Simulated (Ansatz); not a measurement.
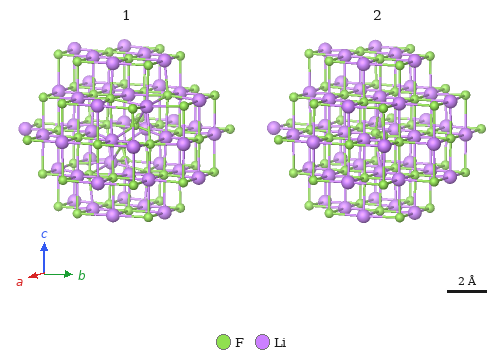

Two geometries of a defect cell of composition F₃₃Li₃₂ (cell charge −1), drawn at one scale. One is the start of a relaxation, the other its converged end. The picture is a ball-and-stick view of the atoms within 5.8 Å of the atom that moves most (axes of the cell of the calculation (origin shifted)), seen slightly off an axis.

Theory: DFT, PBEsol, PAW, plane waves in Ansatz 0.2.0. Set-up: plane-wave cutoff 420 eV; k-point mesh 1 × 1 × 1; mesh shifted by (0.25, 0.25, 0.25); no spin polarisation; atoms relaxed in a fixed cell; force threshold 0.03 eV/Å; at most 80 steps.

> Which one is relaxed?

Structure 1 is the relaxed one. The atoms of the start lie slightly off their symmetric places, so part of the fall in energy undoes that. The largest move is that of an F atom, 0.72 Å along [−1 −1 −3]. Largest moves by element: F 0.72 Å, Li 0.30 Å. The lattice vectors keep their values. Near-neighbour distances that change, for instance: F–F 1.255 → 2.220 Å, F–Li 2.926 → 1.981 Å, F–Li 2.998 → 2.122 Å, F–Li 2.099 → 2.903 Å. New bonds form, among them: F–Li (2.93 → 1.98 Å), F–Li (3.00 → 2.12 Å). Bonds break, among them: F–F (1.25 → 2.22 Å), F–Li (2.08 → 2.80 Å), F–Li (2.10 → 2.90 Å). Bond angles that change, for instance: F–Li–F 166.0° → 142.0°, Li–F–Li 178.5° → 156.7°, Li–F–Li 97.8° → 119.3°. Over 8 geometry steps the energy falls by 14.546 eV per cell of the calculation. The largest force component goes from 30 to 0.0075 eV/Å. The run took 34 s on 7 threads of Arm Neoverse-V2, peak memory 1.1 GiB.

Limits of the set-up: the periodic images lie only 8.0 Å apart, so the values are limited by the cell's size; the cell is charged, on a uniform background, and energies carry no finite-size correction.
